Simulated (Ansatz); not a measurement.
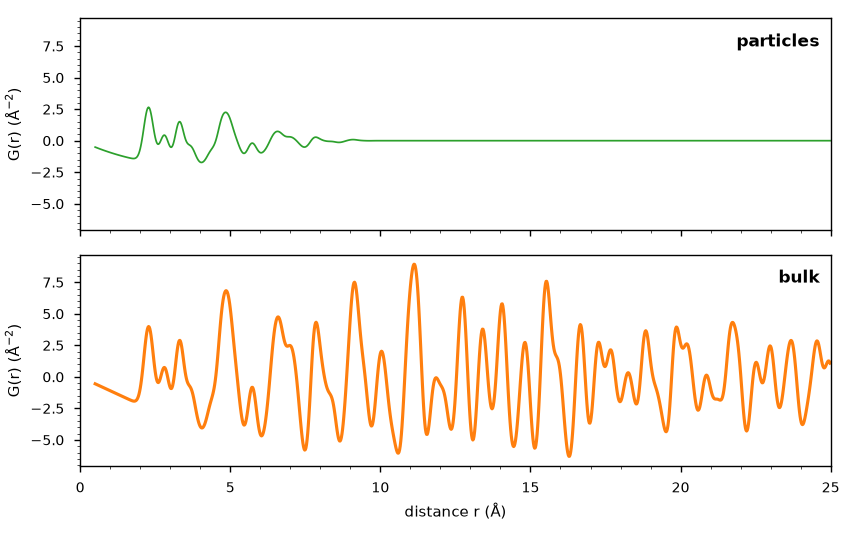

Computed X-ray G(r), with each pair weighted by the product of the atomic numbers (X-ray weights at Q = 0) and a uniform peak width σ = 0.15 Å, for spherical particles of Ni with the bulk structure: the bulk G(r) is multiplied by the envelope of a sphere of diameter D, 1 − 3r/2D + r³/2D³, with no surface relaxation. The number density is 0.0876 atoms per Å³. Structure used: the geometry relaxed with Ansatz, DFT PBEsol, scalar-relativistic, plane waves, PAW; the starting structure was generated, so it need not be a known form of this composition.

### How large are the particles?

About 10 Å (1.0 nm): the signal is half of the bulk amplitude at r ≈ 3.5 Å and vanishes at r = D, fading from view somewhat earlier.

### Roughly how many atoms does one particle hold?

About 46 (number density 0.0876 Å⁻³ times πD³/6).
